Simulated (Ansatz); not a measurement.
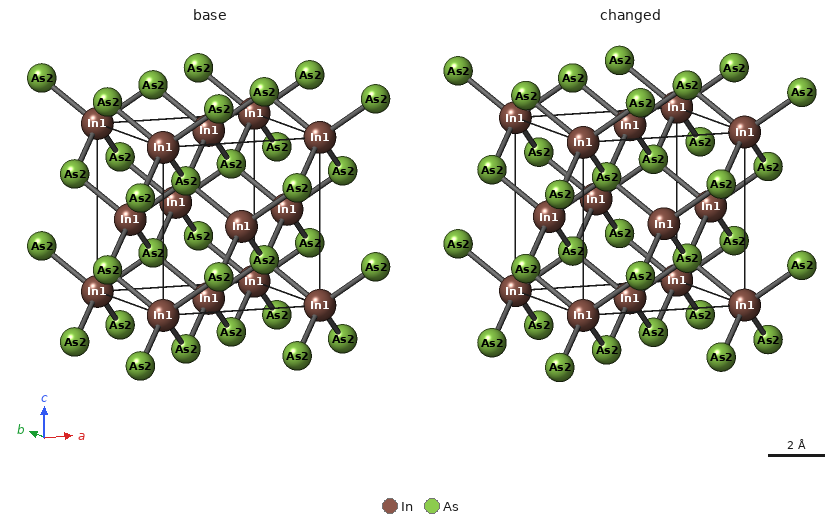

Left: solid InAs (built on the zincblende type) at its r2SCAN-relaxed geometry. Right: the same structure after one change, at the same scale. A ball-and-stick model of the conventional cell (4 times the calculation's cell), seen slightly off an axis. Lengths and directions refer to the drawn axes.

Theory: DFT, r2SCAN, plane waves, PAW (Ansatz). Set-up: plane-wave cutoff 500 eV; k-point mesh 8 × 8 × 8; occupations fermi dirac; smearing width 0.02 eV; no spin polarisation.

**What was changed?**

All lengths are scaled by +3.0 % (volume +9.3 %). The atoms were relaxed with r2SCAN under that strain, and this is a single point on that geometry.

**And its effect?**

Among the bonded contacts that change: As–In 2.645 → 2.725 Å. The space group stays F-43m (No. 216). The energy rises by 36.8 meV per atom. Pressure: 0.0 GPa before, −4.1 GPa after. All forces vanish by symmetry. The band gap of 0.08 eV closes: the variant is metallic.
